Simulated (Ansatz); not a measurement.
**CuO: single-point calculation (part 1 of 2)**

System: CuO (Cc, 8 atoms in the cell).
Method: DFT, PBE+U, PAW, plane waves, scalar-relativistic, Ueff = 4 eV on Cu d, spin-polarised (Ansatz 0.2.0).

The structure derives from an entry of the Crystallography Open Database. It belongs to a series of runs on one base structure; here: opposed moments ++--, plain SCF. Figures and captions count atoms from 1; the log counts them from 0 in places.

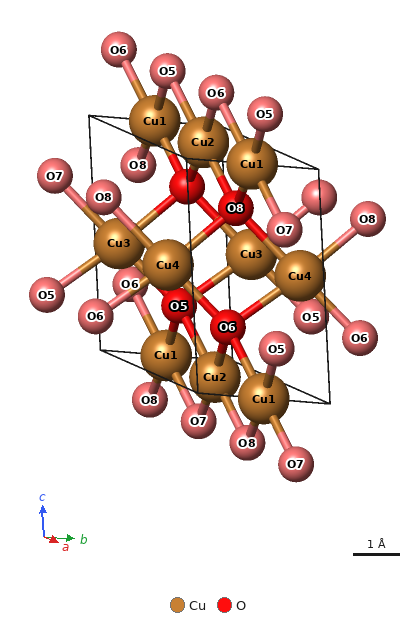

The input geometry (ball-and-stick view of the cell of the calculation, seen slightly off an axis; neighbours outside the cell are drawn fainter; atoms are numbered from 1 in the order of the input). An atom can appear more than once, as a periodic image.

## The input
```yaml
crystal:
  lattice:
    - [4.6927, -3.4283, 0.0]
    - [2.34635, 1.71415, 0.0]
    - [-0.85192, 0.0, 5.06587]
  atoms:
    - { symbol: Cu, position: [0.00165, 0.4967, 0.0], spin: 1.0 }
    - { symbol: Cu, position: [0.50165, 0.4967, 0.0], spin: 1.0 }
    - { symbol: Cu, position: [0.24835, 0.0033, 0.5], spin: -1.0 }
    - { symbol: Cu, position: [0.74835, 0.0033, 0.5], spin: -1.0 }
    - { symbol: O, position: [0.28595, 0.4073, 0.2602] }
    - { symbol: O, position: [0.78595, 0.4073, 0.2602] }
    - { symbol: O, position: [0.20365, 0.5719, 0.7602] }
    - { symbol: O, position: [0.70365, 0.5719, 0.7602] }
magnetization:
  spin_polarized: true
hamiltonian:
  xc: pbe
  pseudopotentials: { kind: paw }
  hubbard: { sites: [{ species: Cu, l: d, u_eff: 4.0 }] }
basis:
  ecutwfc: 420
kpoints:
  mp_grid: { grid: [4, 8, 4] }
scf:
  occupations: { method: fermi_dirac, width: 0.1 }
  lower_state_search: "off"
output:
  forces: true
  stress: true
  write_density: true
  write_potential: true
  elf: true
  volumetric_format: npy
```

Hardware: 2 threads of Arm Neoverse V1, 24 GiB of memory available, shared host.

Launch command:
```bash
ansatz run input.yaml --threads 2 --pin off --max-ram 5120MiB --backend cpu --events-out ev --progress --plain --runs-dir out
```

## Output
```
Cu: projections on atomic orbitals take those of the free atom [Ne] 3s2 3p6 3d10 4s1, of charge +0.00 (hamiltonian.pseudopotentials.projection_atoms); the dataset's partial waves leave at most 2.0e-6 of an orbital's norm unspanned inside its sphere
O: projections on atomic orbitals take those of the free atom [He] 2s2 2p4, of charge +0.00 (hamiltonian.pseudopotentials.projection_atoms); the dataset's partial waves leave at most 1.9e-8 of an orbital's norm unspanned inside its sphere
Engine: ansatz 0.2.0, aarch64-unknown-linux-gnu
Pseudopotentials: kind: paw
Pseudopotential: Cu, paw, valence charge 19, recommended cutoff 420 eV (normal), Cu.paw.azcp
Pseudopotential: O, paw, valence charge 6, recommended cutoff 420 eV (normal), O.paw.azcp
Functional definition: PBE
  parameter kappa = 0.804
  parameter beta = 0.06672455060314922
  exchange = pbe_x(kappa = kappa, mu = beta*pi^2/3)
  correlation = pbe_c(beta = beta)
Crystal: 8 atoms, lattice volume = 81.500 Å³
Basis set: ecut = 420 eV, 1593 PW (Γ), exchange–correlation on 80×40×72 points (8 copies of the dense FFT grid, shifted against one another)
Bands: 63, of which v1, the nominal top of the filled ones, is band 50 counted from 1 (49 counted from 0)
Symmetry: 2 space group operations
Space group: P1 (ITA 1), of the structure as read, at distance tolerance 4.3e-5 Å
Magnetic group: BNS 9.39 (UNI 46), of the structure as read, at distance tolerance 4.3e-5 Å
k-points: 68 of 128 (time reversal used)
Non-local potential: Cu, projectors of the file, l = 0: 3, l = 1: 2, l = 2: 3, l = 3: 1
Non-local potential: O, projectors of the file, l = 0: 2, l = 1: 2, l = 2: 1
PAW form: soft (Blöchl's): semilocal exchange-correlation on the pseudo side does not see the compensation charge
PAW one-centre angular grid: Cu, 590 points (default); XC on 64 Gauss nodes
PAW one-centre angular grid: O, 110 points (default); XC on 64 Gauss nodes
Initial density: superposition of atomic densities (chi_scale 0.1, normalization cell, long waves kept (reshape's long-wave potential 0.00 eV rms))
Starting moments: Σ|m| = 4 μB on 4 of 8 sites
Starting magnetic order: altermagnet, d-wave, bulk spin-momentum locking; symmetry fixes no spin-degenerate plane through Γ
Initial wavefunctions: pseudopotential atomic-orbital guess
Functional: x = pbe(κ = 0.804, μ = 0.2195149727645171), c = pbe(β = 0.06672455060314922)
iter 1 solved again at ethr=2.00e-3 eV; its pass at ethr=3.10e-3 eV (dr2=2.00e0 eV) is discarded
SCF iter   1: F=—  HF=-28759.783719 eV  |F-HF|=—  |Δ(HF+E_count)|=         —  Δρ=9.04e-2 (↑9.04e-2 ↓9.04e-2)  dr2=2.03e0  dr2_m=5.26e0  M=-0.000 μB ∫|m|=1.067 μB  β_m=0.30  ethr=2.00e-3  ⟨swp⟩=1.9  Hψ=36891  notcnv=0
preconditioner: auto → Kerker (q_TF=auto, 2.823 Å⁻¹)  [metal: Δε(μ)=0.016 eV  Ē_g=13.733 eV  σ=0.100 eV  W_gap=0.04  n_scr=34 (ndim 8)  ℏωp=33.9 eV  f_vac=0.000  D(μ)=3.31/eV (n_scr^D=28)]
spin=Collinear: Kerker preconditioning applied to the charge; magnetization (m = ρ↑ − ρ↓) channel mixes plain (no charge-response kernel on spin).
SCF iter   2: F=—  HF=-28760.164947 eV  |F-HF|=—  |Δ(HF+E_count)|=   3.81e-1  Δρ=5.61e-2 (↑5.61e-2 ↓5.61e-2)  dr2=2.90e-1  dr2_m=2.05e0  M=-0.000 μB ∫|m|=1.348 μB  β_m=0.30  ethr=2.00e-3  ⟨swp⟩=2.1  Hψ=12841  notcnv=0
SCF iter   3: F=—  HF=-28760.654105 eV  |F-HF|=—  |Δ(HF+E_count)|=   4.89e-1  Δρ=3.77e-2 (↑3.77e-2 ↓3.77e-2)  dr2=2.00e-1  dr2_m=8.79e-1  M=0.000 μB ∫|m|=1.478 μB  β_m=0.30  ethr=2.90e-4  ⟨swp⟩=2.0  Hψ=12927  notcnv=0  defer=452
SCF iter   4: F=—  HF=-28761.072462 eV  |F-HF|=—  |Δ(HF+E_count)|=   4.18e-1  Δρ=2.16e-2 (↑2.16e-2 ↓2.16e-2)  dr2=2.14e-2  dr2_m=3.42e-1  M=-0.000 μB ∫|m|=1.613 μB  β_m=0.30  ethr=2.00e-4  ⟨swp⟩=2.2  Hψ=15615  notcnv=0  defer=452
SCF iter   5: F=—  HF=-28761.192869 eV  |F-HF|=—  |Δ(HF+E_count)|=   1.20e-1  Δρ=1.28e-2 (↑1.28e-2 ↓1.28e-2)  dr2=6.46e-2  dr2_m=1.06e-1  M=0.000 μB ∫|m|=1.794 μB  β_m=1.00  ethr=2.14e-5  ⟨swp⟩=2.3  Hψ=14730  notcnv=0  defer=555
SCF iter   6: F=—  HF=-28761.281308 eV  |F-HF|=—  |Δ(HF+E_count)|=   8.84e-2  Δρ=1.10e-2 (↑1.10e-2 ↓1.10e-2)  dr2=2.42e-1  dr2_m=1.84e-3  M=-0.000 μB ∫|m|=1.809 μB  β_m=0.30  ethr=2.14e-5  ⟨swp⟩=2.1  Hψ=16556  notcnv=0  defer=710
SCF iter   7: F=—  HF=-28761.311020 eV  |F-HF|=—  |Δ(HF+E_count)|=   2.97e-2  Δρ=5.29e-3 (↑5.27e-3 ↓5.29e-3)  dr2=1.89e-3  dr2_m=2.01e-2  M=0.000 μB ∫|m|=2.018 μB  β_m=1.00  ethr=2.14e-5  ⟨swp⟩=2.0  Hψ=16331  notcnv=0  defer=744
SCF iter   8: F=—  HF=-28761.361683 eV  |F-HF|=—  |Δ(HF+E_count)|=   5.07e-2  Δρ=4.86e-3 (↑4.86e-3 ↓4.86e-3)  dr2=1.58e-2  dr2_m=1.34e-2  M=-0.000 μB ∫|m|=2.181 μB  β_m=1.00  ethr=1.89e-6  ⟨swp⟩=2.0  Hψ=14636  notcnv=0  defer=744
SCF iter   9: F=—  HF=-28761.419012 eV  |F-HF|=—  |Δ(HF+E_count)|=   5.73e-2  Δρ=8.29e-3 (↑8.29e-3 ↓8.26e-3)  dr2=1.10e-1  dr2_m=2.00e-2  M=-0.000 μB ∫|m|=2.365 μB  β_m=1.00  ethr=1.89e-6  ⟨swp⟩=2.0  Hψ=14819  notcnv=0  defer=744
SCF iter  10: F=—  HF=-28761.460668 eV  |F-HF|=—  |Δ(HF+E_count)|=   4.17e-2  Δρ=8.75e-3 (↑8.75e-3 ↓8.73e-3)  dr2=1.60e-1  dr2_m=1.10e-2  M=-0.000 μB ∫|m|=2.502 μB  β_m=1.00  ethr=1.89e-6  ⟨swp⟩=2.0  Hψ=14987  notcnv=0  defer=742
SCF iter  11: F=—  HF=-28761.487157 eV  |F-HF|=—  |Δ(HF+E_count)|=   2.65e-2  Δρ=7.93e-3 (↑7.93e-3 ↓7.92e-3)  dr2=1.43e-1  dr2_m=5.03e-3  M=-0.000 μB ∫|m|=2.596 μB  β_m=1.00  ethr=1.89e-6  ⟨swp⟩=2.0  Hψ=15295  notcnv=0  defer=742
SCF iter  12: F=—  HF=-28761.509900 eV  |F-HF|=—  |Δ(HF+E_count)|=   2.27e-2  Δρ=7.39e-3 (↑7.39e-3 ↓7.37e-3)  dr2=1.28e-1  dr2_m=3.24e-3  M=-0.000 μB ∫|m|=2.669 μB  β_m=0.30  ethr=1.89e-6  ⟨swp⟩=2.0  Hψ=14109  notcnv=0  defer=742
Mixer restart at iter 12: flushing history
spin-set hold released at iteration 12 (site moments contracting): the magnetisation degrees of freedom join the quasi-Newton model from the next iteration; the mixer history was flushed
SCF iter  13: F=—  HF=-28761.517073 eV  |F-HF|=—  |Δ(HF+E_count)|=   7.17e-3  Δρ=3.06e-3 (↑3.05e-3 ↓3.06e-3)  dr2=2.13e-2  dr2_m=1.57e-3  M=-0.000 μB ∫|m|=2.674 μB  β_m=0.46  ethr=1.89e-6  ⟨swp⟩=2.7  Hψ=16120  notcnv=0  defer=742
SCF iter  14: F=—  HF=-28761.539427 eV  |F-HF|=—  |Δ(HF+E_count)|=   2.24e-2  Δρ=4.60e-3 (↑4.60e-3 ↓4.57e-3)  dr2=3.00e-2  dr2_m=7.26e-3  M=-0.000 μB ∫|m|=2.763 μB  β_m=0.38  ethr=1.89e-6  ⟨swp⟩=2.0  Hψ=15583  notcnv=0  defer=744
SCF iter  15: F=—  HF=-28761.543331 eV  |F-HF|=—  |Δ(HF+E_count)|=   3.90e-3  Δρ=2.13e-3 (↑2.10e-3 ↓2.13e-3)  dr2=1.53e-3  dr2_m=2.83e-3  M=0.000 μB ∫|m|=2.806 μB  β_m=0.68  ethr=1.89e-6  ⟨swp⟩=2.2  Hψ=15208  notcnv=0  defer=744
SCF iter  16: F=—  HF=-28761.543993 eV  |F-HF|=—  |Δ(HF+E_count)|=   6.62e-4  Δρ=3.68e-4 (↑3.41e-4 ↓3.68e-4)  dr2=2.01e-4  dr2_m=1.99e-6  M=-0.000 μB ∫|m|=2.846 μB  β_m=0.73  ethr=1.53e-6  ⟨swp⟩=2.0  Hψ=12886  notcnv=0  defer=748
SCF iter  17: F=—  HF=-28761.544147 eV  |F-HF|=—  |Δ(HF+E_count)|=   1.54e-4  Δρ=2.64e-4 (↑2.64e-4 ↓2.15e-4)  dr2=9.15e-5  dr2_m=2.34e-6  M=0.000 μB ∫|m|=2.837 μB  β_m=0.85  ethr=2.01e-7  ⟨swp⟩=2.1  Hψ=13099  notcnv=0  defer=748
SCF iter  18: F=—  HF=-28761.544189 eV  |F-HF|=—  |Δ(HF+E_count)|=   4.20e-5  Δρ=3.08e-4 (↑3.01e-4 ↓3.08e-4)  dr2=1.69e-4  dr2_m=7.07e-6  M=-0.000 μB ∫|m|=2.837 μB  β_m=0.65  ethr=9.15e-8  ⟨swp⟩=2.0  Hψ=14489  notcnv=0  defer=748
SCF iter  19: F=—  HF=-28761.544156 eV  |F-HF|=—  |Δ(HF+E_count)|=   3.29e-5  Δρ=7.13e-5 (↑7.13e-5 ↓5.10e-5)  dr2=7.48e-6  dr2_m=3.25e-7  M=-0.000 μB ∫|m|=2.839 μB  β_m=0.80  ethr=9.15e-8  ⟨swp⟩=2.0  Hψ=11669  notcnv=0  defer=748
SCF iter  20: F=—  HF=-28761.544156 eV  |F-HF|=—  |Δ(HF+E_count)|=   4.88e-8  Δρ=1.88e-5 (↑1.88e-5 ↓1.16e-5)  dr2=6.54e-7  dr2_m=2.78e-8  M=-0.000 μB ∫|m|=2.839 μB  β_m=0.90  ethr=7.48e-9  ⟨swp⟩=2.0  Hψ=11323  notcnv=0  defer=748
SCF iter  21: F=—  HF=-28761.544157 eV  |F-HF|=—  |Δ(HF+E_count)|=   8.23e-8  Δρ=9.99e-6 (↑9.93e-6 ↓9.99e-6)  dr2=1.11e-7  dr2_m=3.74e-8  M=0.000 μB ∫|m|=2.839 μB  β_m=0.95  ethr=6.54e-10  ⟨swp⟩=2.0  Hψ=12070  notcnv=0  defer=748
SCF iter  22: F=-28761.544157 eV  HF=-28761.544157 eV  |F-HF|=5.07e-9  |Δ(HF+E_count)|=   2.93e-8  Δρ=1.97e-6 (↑1.97e-6 ↓1.92e-6)  dr2=8.89e-9  dr2_m=1.37e-10  M=0.000 μB ∫|m|=2.839 μB  ethr=1.00e-10  ⟨swp⟩=11.7  Hψ=52791  notcnv=0
SCF 1 converged in 22 iterations: F = -28761.544157 eV  dr2 = 8.89e-9
  greatest PAW one-centre occupation: 1.000 electrons in one spin orbital (limit 2), on the Cu atom at site 3 (counted from 0), in its partial waves of l = 0
```

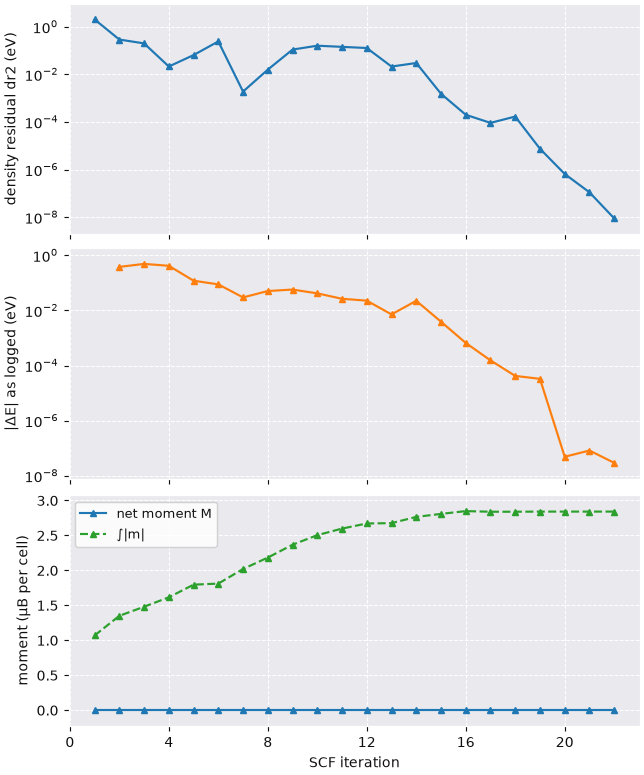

Convergence of the self-consistent field: density residual dr2, size of the energy change and magnetic moment against the SCF iteration. The residual falls unevenly and jumps up by a factor of two or more 4 times on the way down. The net moment stays at 0.0 μB per cell.

```
SCF converged after 22 iterations
Magnetization: 0.0000 μB (50.0000 up, 50.0000 down)
Absolute magnetization: 2.8095 μB (∫|ρ↑−ρ↓|, with the PAW one-centre terms)
Spin contamination: 1.5410 ħ² per cell (⟨S²⟩ above its minimum at these occupations)
Per-site moments (μB) at R_I (Å): [(0.5243364124909469, 0.7781644329193188), (0.5243364124909468, 0.7781644329193187), (-0.5243362067277003, 0.7781644329193188), (-0.5243362067277003, 0.778164432919319), (-0.011184410353087556, 0.7781644329193188), (-0.011184410353087548, 0.778164432919319), (0.011184225373868432, 0.7781644329193188), (0.01118422537386844, 0.7781644329193187)]
Free energy (F): -28761.544157 eV
Harris-Foulkes:  -28761.544157 eV  (|F-HF|=5.07e-9)
Internal energy: -28761.527286 eV  (E = F + TS)
E sigma→0 (E₀):  -28761.535721 eV
Entropy (-TS):   -0.016870 eV (-2.109 meV/atom)
Fermi energy:    11.835651 eV
--- Per-component energies (eV) ---
  E_band       = -1790.849495
  E_kinetic    = 1886.638302
  E_local      = -19369.822857  (includes V_loc(G=0)·N_el)
  E_nonlocal   = 1756.505398
  E_hartree    = 8387.330141
  E_xc         = -647.645926
  E_vxc        = -831.385328  (∫ρ·V_xc dr)
  E_hubbard    = 2.667939  (on-site DFT+U / exact-exchange correction)
  E_vhub       = -69.772442  (the Hubbard potential's part of the band-sum identity)
  E_paw        = -7278.262065  (= ΣΔE_a)
  E_vpaw       = -1937.682208  (= ΣTr[D̂ρ^β])
  E_aug_tail   = 0.010916  (compensation charges beyond the density's cutoff)
  E_ewald      = -13498.949135
  E_smearing   = -0.016870  (= −TS)
  E_closure    = -0.000000  (closes the sum)
  Σ components = -28761.544157   (vs F -28761.544157, Δ=0.00e0)
```
